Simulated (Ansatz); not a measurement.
**Geometry relaxation, with input and output: NiSi$_{2}$ (part 1 of 3)**

NiSi$_{2}$ (slab, 24 atoms in the cell), computed with DFT PBE+D3(BJ), scalar-relativistic, plane waves, PAW, no spin polarisation (Ansatz 0.2.0).

The structure derives from an entry of the Crystallography Open Database. The input holds or restrains some coordinates. Forces given for the steps count only the free coordinates. It belongs to a series of runs on one base structure; here: clean slab, lower half held. Figures and captions count atoms from 1; the log counts them from 0 in places.

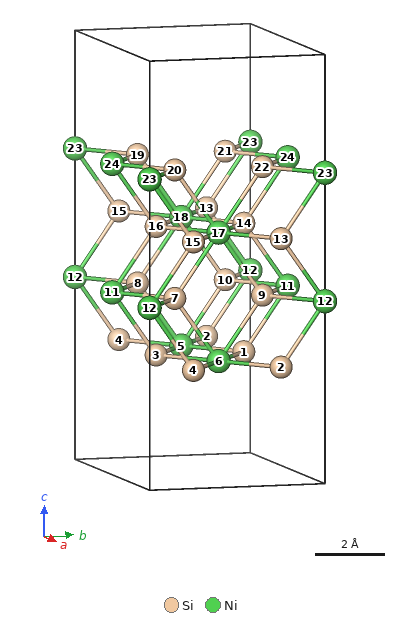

Figure 1. The structure as given in the input (ball-and-stick view of the cell of the calculation, with the vacuum cut short, seen slightly off an axis; atoms are numbered from 1 in the order of the input). An atom can appear more than once, as a periodic image. Near neighbours in the periodic cell (some may lie outside the picture): Si has 3 Ni at 2.33 Å; Ni has 6 Si at 2.33 Å; Si has 4 Ni at 2.33 Å; Ni has 8 Si at 2.33 Å.

## The input
```yaml
crystal:
  lattice:
    - [7.6106769998, 0.0, 0.0]
    - [0.0, 5.381561316, 0.0]
    - [0.0, 0.0, 22.7080077499]
  atoms:
    - { symbol: Si, position: [0.5, 0.75, 0.3743172934] }
    - { symbol: Si, position: [0.0, 0.75, 0.3743172934] }
    - { symbol: Si, position: [0.5, 0.25, 0.3743172934] }
    - { symbol: Si, position: [0.0, 0.25, 0.3743172934] }
    - { symbol: Ni, position: [0.25, 0.5, 0.3743172934] }
    - { symbol: Ni, position: [0.75, 0.5, 0.3743172934] }
    - { symbol: Si, position: [0.75, 0.25, 0.4581057645] }
    - { symbol: Si, position: [0.25, 0.25, 0.4581057645] }
    - { symbol: Si, position: [0.75, 0.75, 0.4581057645] }
    - { symbol: Si, position: [0.25, 0.75, 0.4581057645] }
    - { symbol: Ni, position: [0.5, 0.0, 0.4581057645] }
    - { symbol: Ni, position: [0.0, 0.0, 0.4581057645] }
    - { symbol: Si, position: [0.0, 0.75, 0.5418942355] }
    - { symbol: Si, position: [0.5, 0.75, 0.5418942355] }
    - { symbol: Si, position: [0.0, 0.25, 0.5418942355] }
    - { symbol: Si, position: [0.5, 0.25, 0.5418942355] }
    - { symbol: Ni, position: [0.75, 0.5, 0.5418942355] }
    - { symbol: Ni, position: [0.25, 0.5, 0.5418942355] }
    - { symbol: Si, position: [0.25, 0.25, 0.6256827066] }
    - { symbol: Si, position: [0.75, 0.25, 0.6256827066] }
    - { symbol: Si, position: [0.25, 0.75, 0.6256827066] }
    - { symbol: Si, position: [0.75, 0.75, 0.6256827066] }
    - { symbol: Ni, position: [0.0, 0.0, 0.6256827066] }
    - { symbol: Ni, position: [0.5, 0.0, 0.6256827066] }
basis:
  ecutwfc: 420
kpoints:
  mp_grid: { grid: [4, 6, 1] }
hamiltonian:
  xc: pbe
  dispersion: d3bj
scf:
  occupations: { method: gaussian, width: 0.1 }
output:
  forces: true
  eigenvalues: true
  write_density: true
  write_potential: true
  elf: true
  volumetric_format: npy
relax:
  adjacent_minimum: "off"
  f_tol: 0.03
  max_steps: 70
  constraints: [{ sites: [0, 1, 2, 3, 4, 5, 6, 7, 8, 9, 10, 11] }]
efield:
  axis: 3
  dipole_correction: true
  ramp_width: 0.04
```

Run as:
```bash
ansatz run input.yaml --threads 4 --pin off --max-ram 10240MiB --backend cpu --events-out ev --progress --plain --runs-dir out
```

## Output
```
Engine: ansatz 0.2.0, x86_64-unknown-linux-gnu
Pseudopotentials: kind: paw
Pseudopotential: Si, paw, valence charge 4, recommended cutoff 420 eV (normal), Si.paw.azcp
Pseudopotential: Ni, paw, valence charge 18, recommended cutoff 420 eV (normal), Ni.paw.azcp
Functional definition: PBE
  parameter kappa = 0.804
  parameter beta = 0.06672455060314922
  exchange = pbe_x(kappa = kappa, mu = beta*pi^2/3)
  correlation = pbe_c(beta = beta)
Crystal: 24 atoms, lattice volume = 930.059 Å³
Basis set: ecut = 420 eV, 18083 PW (Γ), exchange–correlation on 108×72×320 points (8 copies of the dense FFT grid, shifted against one another)
Bands: 128, of which v1, the nominal top of the filled ones, is band 104 counted from 1 (103 counted from 0)
Symmetry: 8 space group operations
k-points: 12 of 24
Non-local potential: Si, projectors of the file, l = 0: 2, l = 1: 2, l = 2: 2
Non-local potential: Ni, projectors of the file, l = 0: 3, l = 1: 2, l = 2: 3, l = 3: 1
PAW form: soft (Blöchl's): semilocal exchange-correlation on the pseudo side does not see the compensation charge
PAW one-centre angular grid: Si, 110 points (default); XC on 64 Gauss nodes
PAW one-centre angular grid: Ni, 590 points (default); XC on 64 Gauss nodes
Initial density: superposition of atomic densities (neutral atoms: chi_scale 0, normalization atom), corrected by the library's trained network
Initial wavefunctions: pseudopotential atomic-orbital guess
Functional: x = pbe(κ = 0.804, μ = 0.2195149727645171), c = pbe(β = 0.06672455060314922)
SCF iter   1: F=—  HF=-56900.995030 eV  |F-HF|=—  |Δ(HF+E_count)|=         —  Δρ=4.24e-3  dr2=1.37e-1  ethr=1.77e-3  p=0.000 e·Å  D=4.11e-14 V/Å  ΔV_dip=-0.00 eV  dr2_dipole=7.11e-8  V_vac-E_F(+/−)=4.62/4.62 eV  ⟨swp⟩=10.2  Hψ=8151  notcnv=0  defer=13
efield: sawtooth ramp at fractional position 0.9800 (placed from the atoms, in the widest stretch of the axis that holds none; the zero of the levels goes with the place), width 0.0400; the density the first Hamiltonian is built on has a dipole p = 0.000 e·Å; the dipole correction subtracts the counter field D = 4.11e-14 V/Å, which shifts the + side's vacuum level by -0.00 eV against the − side's; the planar-averaged density in the ramp window peaks in size at 2.5e-6 e/Å³
preconditioner: auto → LDOS  [metal: Δε(μ)=0.031 eV  Ē_g=6.755 eV  σ=0.100 eV  W_gap=0.17  n_scr=152 (ndim 8)  ℏωp=14.6 eV  f_vac=0.582  D(μ)=7.62/eV (n_scr^D=28)  β→1.0]
SCF iter   2: F=—  HF=-56900.994470 eV  |F-HF|=—  |Δ(HF+E_count)|=   5.59e-4  Δρ=5.35e-3  dr2=1.73e-1  ethr=6.58e-5  p=0.000 e·Å  D=1.42e-5 V/Å  ΔV_dip=-0.00 eV  dr2_dipole=2.22e-7  V_vac-E_F(+/−)=4.75/4.75 eV  ⟨swp⟩=2.9  Hψ=3847  notcnv=0  defer=179
SCF iter   3: F=—  HF=-56900.984349 eV  |F-HF|=—  |Δ(HF+E_count)|=   1.01e-2  Δρ=3.77e-3  dr2=8.46e-2  ethr=6.58e-5  p=-0.000 e·Å  D=-1.18e-5 V/Å  ΔV_dip=0.00 eV  dr2_dipole=3.62e-8  V_vac-E_F(+/−)=4.74/4.74 eV  ⟨swp⟩=2.2  Hψ=2575  notcnv=0  defer=179
SCF iter   4: F=—  HF=-56900.976120 eV  |F-HF|=—  |Δ(HF+E_count)|=   8.23e-3  Δρ=1.22e-3  dr2=9.86e-3  ethr=4.07e-5  p=-0.000 e·Å  D=-1.77e-6 V/Å  ΔV_dip=0.00 eV  dr2_dipole=2.41e-8  V_vac-E_F(+/−)=4.76/4.76 eV  ⟨swp⟩=2.2  Hψ=1699  notcnv=0  defer=179
SCF iter   5: F=—  HF=-56900.974736 eV  |F-HF|=—  |Δ(HF+E_count)|=   1.38e-3  Δρ=1.58e-4  dr2=1.40e-4  ethr=4.74e-6  p=-0.000 e·Å  D=-3.46e-7 V/Å  ΔV_dip=0.00 eV  dr2_dipole=8.21e-10  V_vac-E_F(+/−)=4.76/4.76 eV  ⟨swp⟩=2.0  Hψ=2036  notcnv=0  defer=136
SCF iter   6: F=—  HF=-56900.974790 eV  |F-HF|=—  |Δ(HF+E_count)|=   5.35e-5  Δρ=9.06e-5  dr2=5.29e-5  ethr=6.74e-8  p=0.000 e·Å  D=4.54e-7 V/Å  ΔV_dip=-0.00 eV  dr2_dipole=1.21e-9  V_vac-E_F(+/−)=4.76/4.76 eV  ⟨swp⟩=3.1  Hψ=3336  notcnv=0  defer=91
SCF iter   7: F=-56900.974804 eV  HF=-56900.974801 eV  |F-HF|=3.47e-6  |Δ(HF+E_count)|=   1.09e-5  Δρ=2.47e-5  dr2=4.25e-6  ethr=1.08e-8  p=0.000 e·Å  D=8.34e-8 V/Å  ΔV_dip=-0.00 eV  dr2_dipole=3.17e-13  V_vac-E_F(+/−)=4.76/4.76 eV  ⟨swp⟩=26.0  Hψ=18658  notcnv=0
SCF 1 converged in 7 iterations: F = -56900.974804 eV  dr2 = 4.25e-6
  greatest PAW one-centre occupation: 1.001 electrons in one spin orbital (limit 2), on the Ni atom at site 23 (counted from 0), in its partial waves of l = 1
relax step   1: F+E_penalty+E_count = -56900.97480404 eV  Δ(F+E_penalty+E_count) = +0.000e0 eV  max|allowed force component| = 1.064e0 eV/Å  Δτ_max = 0.0000 Å  (7 SCF iters, dr2 threshold 2.25e-5 eV, accepted)
Initial density: handed on by an earlier stage of this run
Initial wavefunctions: those handed on with the density
iter 1 solved again at ethr=1.04e-5 eV; its pass at ethr=3.10e-3 eV (dr2=2.16e-2 eV) is discarded
SCF iter   1: F=—  HF=-56901.110590 eV  |F-HF|=—  |Δ(HF+E_count)|=         —  Δρ=1.32e-3  dr2=2.19e-2  ethr=1.04e-5  p=0.000 e·Å  D=7.42e-7 V/Å  ΔV_dip=-0.00 eV  dr2_dipole=6.67e-4  V_vac-E_F(+/−)=4.76/4.76 eV  ⟨swp⟩=2.8  Hψ=4632  notcnv=0  defer=172
efield: sawtooth ramp at fractional position 0.9800 (handed on by an earlier solve), width 0.0400; the density the first Hamiltonian is built on has a dipole p = 0.000 e·Å; the dipole correction subtracts the counter field D = 7.42e-7 V/Å, which shifts the + side's vacuum level by -0.00 eV against the − side's; the planar-averaged density in the ramp window peaks in size at 1.3e-6 e/Å³
preconditioner: auto → LDOS  [metal: Δε(μ)=0.035 eV  Ē_g=6.767 eV  σ=0.100 eV  W_gap=0.20  n_scr=152 (ndim 8)  ℏωp=14.6 eV  f_vac=0.581  D(μ)=7.62/eV (n_scr^D=28)  β→1.0]
SCF iter   2: F=—  HF=-56901.109699 eV  |F-HF|=—  |Δ(HF+E_count)|=   8.92e-4  Δρ=1.30e-3  dr2=2.19e-2  ethr=1.04e-5  p=0.008 e·Å  D=1.49e-3 V/Å  ΔV_dip=-0.03 eV  dr2_dipole=1.30e-3  V_vac-E_F(+/−)=4.71/4.74 eV  ⟨swp⟩=2.1  Hψ=2455  notcnv=0  defer=172
SCF iter   3: F=—  HF=-56901.107085 eV  |F-HF|=—  |Δ(HF+E_count)|=   2.61e-3  Δρ=1.15e-3  dr2=7.69e-3  ethr=1.04e-5  p=0.007 e·Å  D=1.28e-3 V/Å  ΔV_dip=-0.03 eV  dr2_dipole=2.76e-5  V_vac-E_F(+/−)=4.72/4.75 eV  ⟨swp⟩=2.1  Hψ=2192  notcnv=0  defer=172
SCF iter   4: F=—  HF=-56901.106384 eV  |F-HF|=—  |Δ(HF+E_count)|=   7.01e-4  Δρ=1.49e-4  dr2=1.97e-4  ethr=3.70e-6  p=0.007 e·Å  D=1.41e-3 V/Å  ΔV_dip=-0.03 eV  dr2_dipole=1.11e-5  V_vac-E_F(+/−)=4.72/4.75 eV  ⟨swp⟩=2.8  Hψ=2364  notcnv=0  defer=172
SCF iter   5: F=-56901.106375 eV  HF=-56901.106390 eV  |F-HF|=1.54e-5  |Δ(HF+E_count)|=   6.06e-6  Δρ=6.05e-5  dr2=2.74e-5  ethr=3.40e-8  p=0.007 e·Å  D=1.43e-3 V/Å  ΔV_dip=-0.03 eV  dr2_dipole=1.60e-7  V_vac-E_F(+/−)=4.72/4.75 eV  ⟨swp⟩=23.8  Hψ=18825  notcnv=0
SCF 2 converged in 5 iterations: F = -56901.106375 eV  dr2 = 2.74e-5
relax step   2: F+E_penalty+E_count = -56901.10637466 eV  Δ(F+E_penalty+E_count) = -1.316e-1 eV  max|allowed force component| = 7.275e-1 eV/Å  Δτ_max = 0.0266 Å  (5 SCF iters, dr2 threshold 7.07e-5 eV, accepted)
SCF iter   1: F=—  HF=-56901.210596 eV  |F-HF|=—  |Δ(HF+E_count)|=         —  Δρ=5.60e-3  dr2=7.67e-1  ethr=1.53e-3  p=0.007 e·Å  D=1.43e-3 V/Å  ΔV_dip=-0.03 eV  dr2_dipole=1.74e-1  V_vac-E_F(+/−)=4.69/4.72 eV  ⟨swp⟩=4.1  Hψ=3921  notcnv=0  defer=139
efield: sawtooth ramp at fractional position 0.9800 (handed on by an earlier solve), width 0.0400; the density the first Hamiltonian is built on has a dipole p = 0.007 e·Å; the dipole correction subtracts the counter field D = 1.43e-3 V/Å, which shifts the + side's vacuum level by -0.03 eV against the − side's; the planar-averaged density in the ramp window peaks in size at 4.5e-6 e/Å³
preconditioner: auto → LDOS  [metal: Δε(μ)=0.020 eV  Ē_g=6.751 eV  σ=0.100 eV  W_gap=0.11  n_scr=152 (ndim 8)  ℏωp=14.6 eV  f_vac=0.580  D(μ)=7.99/eV (n_scr^D=28)  β→1.0]
SCF iter   2: F=—  HF=-56901.168948 eV  |F-HF|=—  |Δ(HF+E_count)|=   4.16e-2  Δρ=4.75e-3  dr2=2.59e-1  ethr=3.69e-4  p=0.055 e·Å  D=1.07e-2 V/Å  ΔV_dip=-0.24 eV  dr2_dipole=1.40e-2  V_vac-E_F(+/−)=4.48/4.73 eV  ⟨swp⟩=2.4  Hψ=2673  notcnv=0  defer=174
SCF iter   3: F=—  HF=-56901.132994 eV  |F-HF|=—  |Δ(HF+E_count)|=   3.60e-2  Δρ=4.24e-3  dr2=1.08e-1  ethr=1.25e-4  p=0.049 e·Å  D=9.61e-3 V/Å  ΔV_dip=-0.22 eV  dr2_dipole=6.00e-4  V_vac-E_F(+/−)=4.52/4.74 eV  ⟨swp⟩=2.2  Hψ=2414  notcnv=0  defer=174
SCF iter   4: F=—  HF=-56901.123896 eV  |F-HF|=—  |Δ(HF+E_count)|=   9.10e-3  Δρ=4.71e-4  dr2=1.37e-3  ethr=5.21e-5  p=0.050 e·Å  D=9.72e-3 V/Å  ΔV_dip=-0.22 eV  dr2_dipole=8.55e-8  V_vac-E_F(+/−)=4.52/4.74 eV  ⟨swp⟩=2.1  Hψ=2176  notcnv=0  defer=174
SCF iter   5: F=—  HF=-56901.124671 eV  |F-HF|=—  |Δ(HF+E_count)|=   7.75e-4  Δρ=2.77e-4  dr2=4.94e-4  ethr=6.60e-7  p=0.052 e·Å  D=1.00e-2 V/Å  ΔV_dip=-0.23 eV  dr2_dipole=3.38e-7  V_vac-E_F(+/−)=4.51/4.74 eV  ⟨swp⟩=3.0  Hψ=3181  notcnv=0  defer=168
SCF iter   6: F=—  HF=-56901.124787 eV  |F-HF|=—  |Δ(HF+E_count)|=   1.16e-4  Δρ=7.89e-5  dr2=4.36e-5  ethr=2.38e-7  p=0.052 e·Å  D=1.02e-2 V/Å  ΔV_dip=-0.23 eV  dr2_dipole=6.11e-7  V_vac-E_F(+/−)=4.50/4.74 eV  ⟨swp⟩=2.0  Hψ=1949  notcnv=0  defer=168
SCF iter   7: F=-56901.124839 eV  HF=-56901.124839 eV  |F-HF|=1.33e-8  |Δ(HF+E_count)|=   5.19e-5  Δρ=2.98e-5  dr2=6.39e-6  ethr=1.59e-8  p=0.053 e·Å  D=1.03e-2 V/Å  ΔV_dip=-0.23 eV  dr2_dipole=2.07e-8  V_vac-E_F(+/−)=4.50/4.74 eV  ⟨swp⟩=28.2  Hψ=19159  notcnv=0
SCF 3 converged in 7 iterations: F = -56901.124839 eV  dr2 = 6.39e-6
relax step   3: F+E_penalty+E_count = -56901.12483866 eV  Δ(F+E_penalty+E_count) = -1.846e-2 eV  max|allowed force component| = 7.990e-1 eV/Å  Δτ_max = 0.1286 Å  (7 SCF iters, dr2 threshold 3.31e-5 eV, accepted)
SCF iter   1: F=—  HF=-56901.268437 eV  |F-HF|=—  |Δ(HF+E_count)|=         —  Δρ=3.28e-3  dr2=3.05e-1  ethr=1.06e-3  p=0.053 e·Å  D=1.03e-2 V/Å  ΔV_dip=-0.23 eV  dr2_dipole=7.78e-2  V_vac-E_F(+/−)=4.53/4.76 eV  ⟨swp⟩=3.9  Hψ=3284  notcnv=0  defer=176
efield: sawtooth ramp at fractional position 0.9800 (handed on by an earlier solve), width 0.0400; the density the first Hamiltonian is built on has a dipole p = 0.053 e·Å; the dipole correction subtracts the counter field D = 1.03e-2 V/Å, which shifts the + side's vacuum level by -0.23 eV against the − side's; the planar-averaged density in the ramp window peaks in size at 4.3e-6 e/Å³
preconditioner: auto → LDOS  [metal: Δε(μ)=0.049 eV  Ē_g=6.744 eV  σ=0.100 eV  W_gap=0.27  n_scr=152 (ndim 8)  ℏωp=14.6 eV  f_vac=0.580  D(μ)=5.64/eV (n_scr^D=16)  β→1.0]
SCF iter   2: F=—  HF=-56901.255373 eV  |F-HF|=—  |Δ(HF+E_count)|=   1.31e-2  Δρ=2.68e-3  dr2=1.85e-1  ethr=1.47e-4  p=0.012 e·Å  D=2.41e-3 V/Å  ΔV_dip=-0.05 eV  dr2_dipole=3.48e-2  V_vac-E_F(+/−)=4.69/4.74 eV  ⟨swp⟩=2.1  Hψ=2588  notcnv=0  defer=183
SCF iter   3: F=—  HF=-56901.242790 eV  |F-HF|=—  |Δ(HF+E_count)|=   1.26e-2  Δρ=2.38e-3  dr2=3.43e-2  ethr=8.89e-5  p=0.030 e·Å  D=5.80e-3 V/Å  ΔV_dip=-0.13 eV  dr2_dipole=1.04e-6  V_vac-E_F(+/−)=4.60/4.74 eV  ⟨swp⟩=2.0  Hψ=2181  notcnv=0  defer=183
SCF iter   4: F=—  HF=-56901.239648 eV  |F-HF|=—  |Δ(HF+E_count)|=   3.14e-3  Δρ=3.80e-4  dr2=8.35e-4  ethr=1.65e-5  p=0.028 e·Å  D=5.53e-3 V/Å  ΔV_dip=-0.13 eV  dr2_dipole=9.31e-6  V_vac-E_F(+/−)=4.61/4.74 eV  ⟨swp⟩=2.1  Hψ=2292  notcnv=0  defer=183
SCF iter   5: F=—  HF=-56901.240042 eV  |F-HF|=—  |Δ(HF+E_count)|=   3.94e-4  Δρ=1.97e-4  dr2=2.33e-4  ethr=4.01e-7  p=0.028 e·Å  D=5.44e-3 V/Å  ΔV_dip=-0.12 eV  dr2_dipole=2.37e-6  V_vac-E_F(+/−)=4.62/4.74 eV  ⟨swp⟩=2.5  Hψ=2727  notcnv=0  defer=183
SCF iter   6: F=-56901.240025 eV  HF=-56901.240042 eV  |F-HF|=1.65e-5  |Δ(HF+E_count)|=   2.73e-7  Δρ=6.42e-5  dr2=3.49e-5  ethr=4.81e-8  p=0.028 e·Å  D=5.47e-3 V/Å  ΔV_dip=-0.12 eV  dr2_dipole=3.29e-6  V_vac-E_F(+/−)=4.61/4.74 eV  ⟨swp⟩=24.2  Hψ=19292  notcnv=0
SCF 4 converged in 6 iterations: F = -56901.240025 eV  dr2 = 3.49e-5
  Residual-converged pass: ⟨swp⟩=1.1  Hψ=1585  notcnv=0  max |occ|·‖R‖ = 6.9e-9 eV (tolerance 1.0e-8 eV)  dr2=3.49e-5  dr2_onsite=4.68e-6  max |Δocc| = 2.4e-11
relax step   4: F+E_penalty+E_count = -56901.24002525 eV  Δ(F+E_penalty+E_count) = -1.152e-1 eV  max|allowed force component| = 9.000e-2 eV/Å  Δτ_max = 0.0715 Å  (6 SCF iters, dr2 threshold 1.00e-4 eV, accepted)
```
